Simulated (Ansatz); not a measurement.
# Screening in SnWO4 (Pnna)

How strongly does SnWO4 (Pnna) screen? Routes: perturbation theory, a sum over states and the RPA step of G0W0.

Calculated with Ansatz 0.2.0; linear response on r2SCAN, plane waves, PAW.

**1. Starting point**

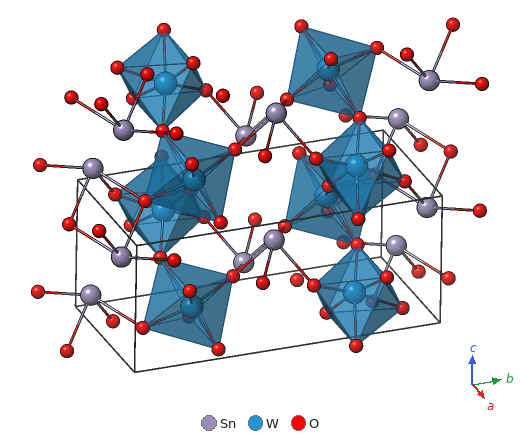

The starting structure, seen slightly off an axis (tin purple, tungsten blue, oxygen red). 1×1×2 cells are drawn. Bonds to atoms that aren't drawn are left out. Some periodic images of atoms are drawn too.

The cell and positions come from the Crystallography Open Database and are kept as given unless a step says otherwise. Spin-orbit coupling is left out unless a step names it. The default PAW set here is soft_2. Its files were made with PBE.

**2. Response to a homogeneous field**

ε∞ sets how strongly the crystal screens. Perturbation theory gives it with local fields and without a sum over empty bands.

This step: dielectric response by perturbation theory, r2SCAN, plane waves, PAW.

The input, input.yaml:

```yaml
crystal:
  lattice:
    - [5.627, 0.0, 0.0]
    - [0.0, 11.6486, 0.0]
    - [0.0, 0.0, 4.9973]
  atoms:
    - { symbol: Sn, position: [0.25, 0.0, 0.2196] }
    - { symbol: Sn, position: [0.25, 0.5, 0.2804] }
    - { symbol: Sn, position: [0.75, 0.0, 0.7804] }
    - { symbol: Sn, position: [0.75, 0.5, 0.7196] }
    - { symbol: W, position: [0.6677, 0.25, 0.25] }
    - { symbol: W, position: [0.8323, 0.75, 0.25] }
    - { symbol: W, position: [0.3323, 0.75, 0.75] }
    - { symbol: W, position: [0.1677, 0.25, 0.75] }
    - { symbol: O, position: [0.3765, 0.2987, 0.9988] }
    - { symbol: O, position: [0.1235, 0.7013, 0.9988] }
    - { symbol: O, position: [0.3765, 0.2013, 0.5012] }
    - { symbol: O, position: [0.1235, 0.7987, 0.5012] }
    - { symbol: O, position: [0.6235, 0.7013, 0.0012] }
    - { symbol: O, position: [0.8765, 0.2987, 0.0012] }
    - { symbol: O, position: [0.6235, 0.7987, 0.4988] }
    - { symbol: O, position: [0.8765, 0.2013, 0.4988] }
    - { symbol: O, position: [0.1019, 0.3961, 0.6037] }
    - { symbol: O, position: [0.3981, 0.6039, 0.6037] }
    - { symbol: O, position: [0.1019, 0.1039, 0.8963] }
    - { symbol: O, position: [0.3981, 0.8961, 0.8963] }
    - { symbol: O, position: [0.8981, 0.6039, 0.3963] }
    - { symbol: O, position: [0.6019, 0.3961, 0.3963] }
    - { symbol: O, position: [0.8981, 0.8961, 0.1037] }
    - { symbol: O, position: [0.6019, 0.1039, 0.1037] }
kpoints:
  mp_grid: { grid: [4, 2, 4] }
hamiltonian:
  xc: r2scan
scf:
  occupations: { method: fixed }
dielectric: {}
```

The run is started by

```
> ansatz run input.yaml --threads 24 --pin off --max-ram 82944MiB --backend cuda --events-out ev --progress --plain --runs-dir out --devices 1 --max-vram 78GiB
```

Numbers of over 12 decimals in the logs are rounded to 6 here.

The program printed:

```text
GPUs: using 1 of 1 available (devices: 1).
Engine: ansatz 0.2.0, aarch64-unknown-linux-gnu
Pseudopotentials: kind: paw
Pseudopotential: Sn, paw, valence charge 14, recommended cutoff 500 eV (meta_gga), Sn.paw.azcp
Pseudopotential: W, paw, valence charge 14, recommended cutoff 500 eV (meta_gga), W.paw.azcp
Pseudopotential: O, paw, valence charge 6, recommended cutoff 500 eV (meta_gga), O.paw.azcp
Functional definition: r2SCAN
  parameter k0 = 0.174
  parameter k1 = 0.065
  parameter a1 = 4.9479
  exchange = r2scan_x(k0 = k0, k1 = k1, a1 = a1)
  correlation = r2scan_c
[...]
Crystal: 24 atoms, lattice volume = 327.556 Å³
Basis set: ecut = 500 eV, 8317 PW (Γ), exchange–correlation on 192×360×160 points (64 copies of the dense FFT grid, shifted against one another)
Bands: 128, of which v1, the nominal top of the filled ones, is band 104 counted from 1 (103 counted from 0)
Symmetry: 8 space group operations
k-points: 20 of 32 (irreducible under 1 space group operation, time reversal used)
Non-local potential: Sn, projectors of the file, l = 0: 2, l = 1: 2, l = 2: 2, l = 3: 2
Non-local potential: W, projectors of the file, l = 0: 3, l = 1: 2, l = 2: 2, l = 3: 1
Non-local potential: O, projectors of the file, l = 0: 2, l = 1: 2, l = 2: 1
PAW form: soft (Blöchl's): semilocal exchange-correlation on the pseudo side does not see the compensation charge
PAW frozen core: Sn, regenerated for the run's functional (the file was generated under x = pbe(κ = 0.804, μ = 0.219515), c = pbe(β = 0.066725))
PAW frozen core: W, regenerated for the run's functional (the file was generated under x = pbe(κ = 0.804, μ = 0.219515), c = pbe(β = 0.066725))
PAW frozen core: O, regenerated for the run's functional (the file was generated under x = pbe(κ = 0.804, μ = 0.219515), c = pbe(β = 0.066725))
PAW one-centre angular grid: Sn, 590 points (default); XC on 249 of its mesh's 2787 points in the sphere
PAW one-centre angular grid: W, 590 points (default); XC on 160 Gauss nodes
PAW one-centre angular grid: O, 302 points (default); XC on 160 Gauss nodes
Initial density: superposition of atomic densities (neutral atoms: chi_scale 0, normalization atom), corrected by the library's trained network
Initial wavefunctions: pseudopotential atomic-orbital guess
[...]
Functional: x = r2scan, c = r2scan; τ floored in thin density (d = 2e-4 eV/Å³)
SCF iter   1: F=—  HF=-74847.701037 eV  |F-HF|=—  |Δ(HF+E_count)|=         —  Δρ=1.14e-2  dr2=5.25e-1  dr2_τ=1.43e0  ethr=1.77e-3  ⟨swp⟩=5.0  Hψ=8325  notcnv=0  defer=433
preconditioner: auto → Resta (q_TF=auto, 2.529 Å⁻¹)  ε∞=4.2  [insulator: Δε(μ)=1.642 eV  Ē_g=15.254 eV  n_scr=84 (ndim 8)  ℏωp=27.2 eV  f_vac=0.037  ε∞_Penn≈4.2]
SCF iter   2: F=—  HF=-74847.978145 eV  |F-HF|=—  |Δ(HF+E_count)|=   2.77e-1  Δρ=6.14e-3  dr2=4.95e-2  dr2_τ=3.80e-2  ethr=2.53e-4  ⟨swp⟩=2.0  Hψ=4366  notcnv=0  defer=432
[...]
SCF iter  11: F=-74847.982753 eV  HF=-74847.982753 eV  |F-HF|=2.91e-11  |Δ(HF+E_count)|=  1.75e-10  Δρ=1.34e-7  dr2=6.84e-11  dr2_τ=9.73e-12  ethr=1.00e-12  ⟨swp⟩=10.7  Hψ=10601  notcnv=0
SCF 1 converged in 11 iterations: F = -74847.982753 eV  dr2 = 6.84e-11
  greatest PAW one-centre occupation: 0.999 electrons in one spin orbital (limit 2), on the W atom at site 6 (counted from 0), in its partial waves of l = 0
the response reads at least the filled bands of the reference SCF and the lowest empty band at each k-point, and that SCF's band table does not vouch for those bands. The notice of the band table in this run's record says why
[...]
DFPT response loops at Γ: preconditioner auto → Resta (q_TF=auto, 2.529 Å⁻¹)  ε∞=6.3 (no band partly filled); β = 1.00, the filter's whole step (`scf.mixing.beta` (0.50) is not read by the response loops at its default; to damp them type it under 1.00, their step now; it binds the ground state too); Broyden in place of MSR1
── the response to a field inside a basis, on 8×4×8 k-points: an SCF that follows is theirs, and a resumed run solves both again ──
[...]
Bands: 105, of which v1, the nominal top of the filled ones, is band 104 counted from 1 (103 counted from 0)
k-points: 32 of 256
[...]
Eigensolver: Dense (32 Hₖ)
[...]
SCF 1 converged in 5 iterations: F = -74847.497390 eV  dr2 = 7.13e-8
[...]
SCF converged after 11 iterations
[...]
k-point 19: bands = ["-68.5530", "-68.5530", "-68.5530", "-68.5530", "-32.2619", "-32.2619", "-32.2619", "-32.2619", "-32.1694", "-32.1694", "-32.1694", "-32.1694", "-32.0768", "-32.0768", "-32.0768", "-32.0768", "-12.2975", "-12.2975", "-12.2648", "-12.2648", "-12.0371", "-12.0371", "-12.0282", "-12.0282", "-11.9771", "-11.9771", "-11.9746", "-11.9746", "-11.9118", "-11.9118", "-11.9116", "-11.9116", "-11.8832", " [...]
--- Dielectric response (ions clamped): 3 representative field directions + reference, inside a basis on a mesh of 256 k-points (Σ response iterations 21) ---
  ε∞ (high-frequency dielectric tensor):
        6.015806     0.000000     0.000000
        0.000000     7.318088     0.000000
        0.000000     0.000000     6.184721
  Born effective charges Z* (e; rows j = field, columns β = displacement):
    site 0:
         3.25946    0.11420    0.00000
         0.82940    4.49296    0.00000
         0.00000    0.00000    3.43030
    site 1:
         3.25946   -0.11420    0.00000
        -0.82940    4.49296    0.00000
         0.00000    0.00000    3.43030
    site 2:
         3.25946    0.11420    0.00000
         0.82940    4.49296    0.00000
         0.00000    0.00000    3.43030
    site 3:
         3.25946   -0.11420    0.00000
        -0.82940    4.49296    0.00000
         0.00000    0.00000    3.43030
    site 4:
         7.72263   -0.00000    0.00000
        -0.00000    8.23346    0.63375
         0.00000   -0.21470    8.38295
    site 5:
         7.72263   -0.00000    0.00000
        -0.00000    8.23346   -0.63375
         0.00000    0.21470    8.38295
    site 6:
         7.72263   -0.00000    0.00000
        -0.00000    8.23346    0.63375
         0.00000   -0.21470    8.38295
    site 7:
         7.72263   -0.00000    0.00000
        -0.00000    8.23346   -0.63375
         0.00000    0.21470    8.38295
    site 8:
        -3.31287   -0.46640   -2.10415
        -0.43291   -1.70737   -0.79848
        -2.25901   -0.60061   -3.52777
    site 9:
        -3.31287   -0.46640    2.10415
        -0.43291   -1.70737    0.79848
         2.25901    0.60061   -3.52777
    site 10:
        -3.31287    0.46640    2.10415
         0.43291   -1.70737   -0.79848
         2.25901   -0.60061   -3.52777
    site 11:
        -3.31287    0.46640   -2.10415
         0.43291   -1.70737    0.79848
        -2.25901    0.60061   -3.52777
    site 12:
        -3.31287   -0.46640   -2.10415
[...]
site 13:
[...]
site 14:
[...]
site 15:
[...]
site 16:
[...]
site 17:
[...]
site 18:
[...]
site 19:
[...]
site 20:
        -2.17817    0.35284    0.70418
         0.92325   -4.65584    1.79628
         0.25964    1.46207   -2.37886
    site 21:
        -2.17817    0.35284   -0.70418
         0.92325   -4.65584   -1.79628
        -0.25964   -1.46207   -2.37886
    site 22:
        -2.17817   -0.35284   -0.70418
        -0.92325   -4.65584    1.79628
        -0.25964    1.46207   -2.37886
    site 23:
        -2.17817   -0.35284    0.70418
        -0.92325   -4.65584   -1.79628
         0.25964   -1.46207   -2.37886
  Z* charge neutrality: 2.086e-2 e pre-enforcement
  solved inside a basis spanned on kpoints, on 8×4×8 k-points, taken by the longest dipole's decay: ε∞ is read to err by 3.4e-2, Z* by 8.7e-2 e (field_mesh: kpoints solves on kpoints); Z* is corrected for what the basis lacks
```

The job ended after 33 s (1 × NVIDIA GB200 (shared by 2 runs) with 24 threads of Arm Neoverse V2, shared host; peak memory 8.2 GiB; 5.8 min of CPU time).

Reading the cycles: dr2 is the Hartree energy of the density residual (eV), the measure of convergence; HF is the Harris–Foulkes estimate of the energy, which meets the free energy F at convergence.

This step gave:

- stated error of ε∞: 0.034

One over ε∞ averages 0.15, under the quarter of exact exchange in PBE0, which by this rule of thumb may open the gap too far.

High-frequency dielectric tensor:

```
6.02 0.00 0.00
0.00 7.32 0.00
0.00 0.00 6.18
```

Born effective charge (e), principal values of the symmetric part by kind of site:

```
atom  atoms with these values    low  middle   high   mean
 Sn1                        4   3.10    3.43   4.65   3.73
  W5                        4   7.72    8.09   8.53   8.11
  O9                        8  -5.77   -1.61  -1.17  -2.85
 O17                        8  -5.54   -2.62  -1.05  -3.07
```

In full for W5:

```
 7.72  0.00  0.00
 0.00  8.23  0.63
 0.00 -0.21  8.38
```

**3. Independent-particle spectrum**

The independent-particle spectrum shows where the oscillator strength lies, before excitons and local fields.

This step: independent-particle optics on r2SCAN, plane waves, PAW.

Changes to input.yaml since step 2:

```diff
@@ -31,3 +31,3 @@
 kpoints:
-  mp_grid: { grid: [4, 2, 4] }
+  mp_grid: { grid: [4, 2, 6] }
 hamiltonian:
@@ -36,2 +36,4 @@
   occupations: { method: fixed }
-dielectric: {}
+  n_extra_bands: 224
+output:
+  optics: { e_range: [0, 25], de: 0.1, sigma: 0.2 }
```

The program printed:

```text
[...]
GPUs: using 1 of 1 available (devices: 1).
[...]
Crystal: 24 atoms, lattice volume = 327.556 Å³
Basis set: ecut = 500 eV, 8317 PW (Γ), exchange–correlation on 180×360×160 points (64 copies of the dense FFT grid, shifted against one another)
Bands: 328, of which v1, the nominal top of the filled ones, is band 104 counted from 1 (103 counted from 0)
Symmetry: 8 space group operations
[...]
k-points: 24 of 48
[...]
SCF iter   1: F=—  HF=-74847.704843 eV  |F-HF|=—  |Δ(HF+E_count)|=         —  Δρ=1.14e-2  dr2=5.21e-1  dr2_τ=1.43e0  ethr=1.77e-3  ⟨swp⟩=4.0  Hψ=27717  notcnv=0  defer=5275
[...]
SCF iter   6: F=—  HF=-74847.982243 eV  |F-HF|=—  |Δ(HF+E_count)|=   2.48e-3  Δρ=1.22e-4  dr2=4.18e-5  dr2_τ=5.22e-6  ethr=2.23e-7  ⟨swp⟩=2.0  Hψ=4231  notcnv=0  defer=5273
[...]
SCF iter  10: F=—  HF=-74847.983086 eV  |F-HF|=—  |Δ(HF+E_count)|=   4.86e-9  Δρ=3.39e-7  dr2=3.04e-10  dr2_τ=3.50e-11  ethr=1.90e-12  ⟨swp⟩=2.0  Hψ=4711  notcnv=0  defer=5273
SCF iter  11: F=—  HF=-74847.983086 eV  |F-HF|=—  |Δ(HF+E_count)|=  1.46e-10  Δρ=1.03e-7  dr2=2.54e-11  dr2_τ=3.10e-12  ethr=1.00e-12  ⟨swp⟩=3.0  Hψ=4426  notcnv=0  defer=5273
[...]
SCF 1 converged in 12 iterations: F = -74847.983086 eV  dr2 = 1.02e-12
[...]
SCF converged after 12 iterations
[...]
```

Elapsed: 20 s, on 1 × NVIDIA GB200 (shared by 2 runs) with 24 threads; peak memory 9.1 GiB.

This step gave:

* ε∞ without local fields (xx, yy, zz): 6.408, 7.821, 6.586
* electrons in the f-sum (xx, yy, zz): 165.3, 165.3, 165.0
* bands in the explicit sum (the static value is completed to all bands): 328

The sum gives ε∞ = 6.41, 7.82 and 6.59 without local fields.

The ε₂ has structure finer than the step of the table below, so its rows give means over 2 eV, whole bins alone (the curve runs from 0 to 25 eV). Peaks (eV: height): xx 2.5: 3.91, 4.9: 10.3; yy 3.3: 14.0, 6.1: 7.25; zz 3.2: 5.68, 4.9: 11.0.

Independent particles, no local fields, Gaussian width 0.2 eV. ε₂ against photon energy; means over each step:

```
photon energy (eV)     xx     yy     zz
                 2   1.36   2.08   1.03
                 4   4.55   7.07   5.15
                 6   5.75   6.43   6.30
                 8   3.85   3.83   4.08
                10   3.34   2.52   3.39
                12   2.03   2.04   1.89
                14   1.66   1.69   1.60
                16   1.46   1.34   1.39
                18   1.17   1.21  0.973
                20  0.983  0.934  0.932
                22  0.897  0.952   1.00
                24  0.692  0.723  0.734
```

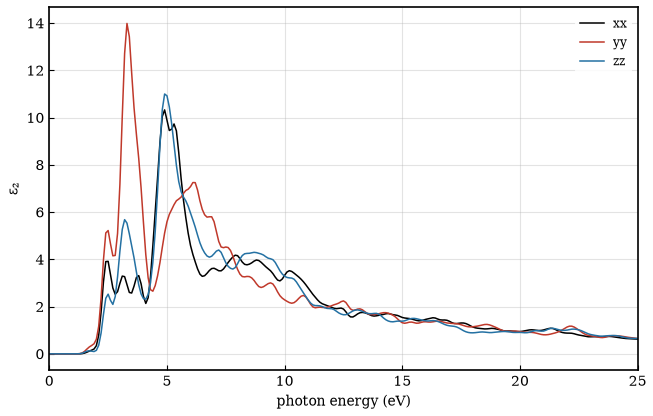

ε₂, plotted against photon energy.

The loss function has structure finer than the step of the table below, so its rows give means over 2 eV, whole bins alone (the curve runs from 0 to 25 eV). Peaks (eV: height): xx 22.7: 0.982; yy 4.2: 0.255, 19.3: 0.892, 22.8: 1.04; zz 17.7: 0.954, 23.0: 0.954.

Independent particles, no local fields, Gaussian width 0.2 eV. The loss function by photon energy; means over each step:

```
photon energy (eV)      xx      yy      zz
                 2  0.0206  0.0139  0.0120
                 4  0.0510   0.113  0.0574
                 6   0.186   0.132   0.164
                 8   0.219   0.270   0.220
                10   0.292   0.393   0.300
                12   0.496   0.466   0.522
                14   0.552   0.572   0.605
                16   0.619   0.663   0.668
                18   0.765   0.725   0.844
                20   0.782   0.853   0.712
                22   0.892   0.791   0.764
                24   0.866   0.910   0.889
```

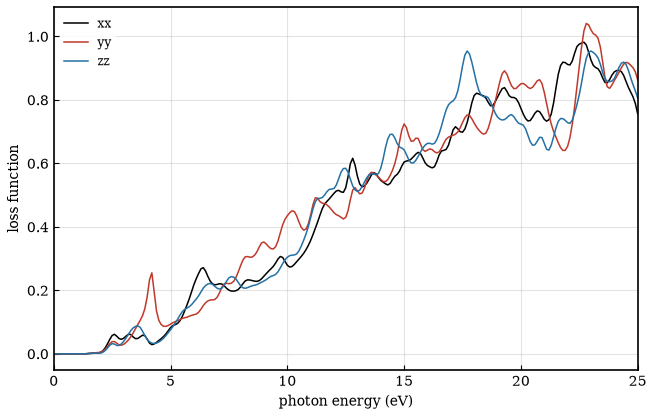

Loss function, plotted against photon energy.

Independent particles, no local fields, Gaussian width 0.2 eV. ε₁ against photon energy:

```
photon energy (eV)      xx      yy       zz
                 0    6.36    7.77     6.53
                 2    8.53    11.1     8.30
                 4    6.84   0.143     6.77
                 6  0.0312    2.72    0.965
                 8    1.56  -0.285     1.80
                10   0.925   0.177  -0.0631
                12   0.157   0.657    0.135
                14   0.568   0.461    0.229
                16   0.573   0.523    0.396
                18   0.328   0.513    0.461
                20   0.574   0.471    0.656
                22   0.439   0.669    0.608
                24   0.541   0.549    0.541
```

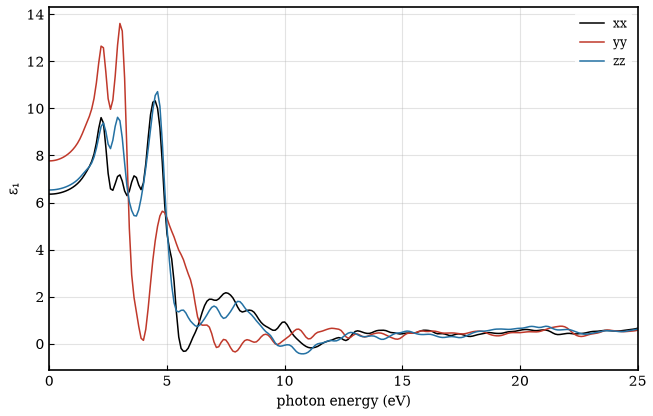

ε₁ against photon energy.

[end of part 1 of 2]

[Paths, hosts, dates, memory and timing lines, banners, echoed tables and standing remarks are left out of the program output.]

[Logs are printed without paths, hosts, clocks, repeated set-up lines and the standing remarks that a program may print on its own settings, such as how far it seeks lower states.]

[Runs of the session that timed out or met a known fault of the program may be left out.]

[Cells called generated may have been cut or substituted from an entry of the Crystallography Open Database or the Materials Project.]

[Hosts, paths, dates, database ids (printed as entryN), source tags and the programs' standing remarks are cut or masked in the printed files.]
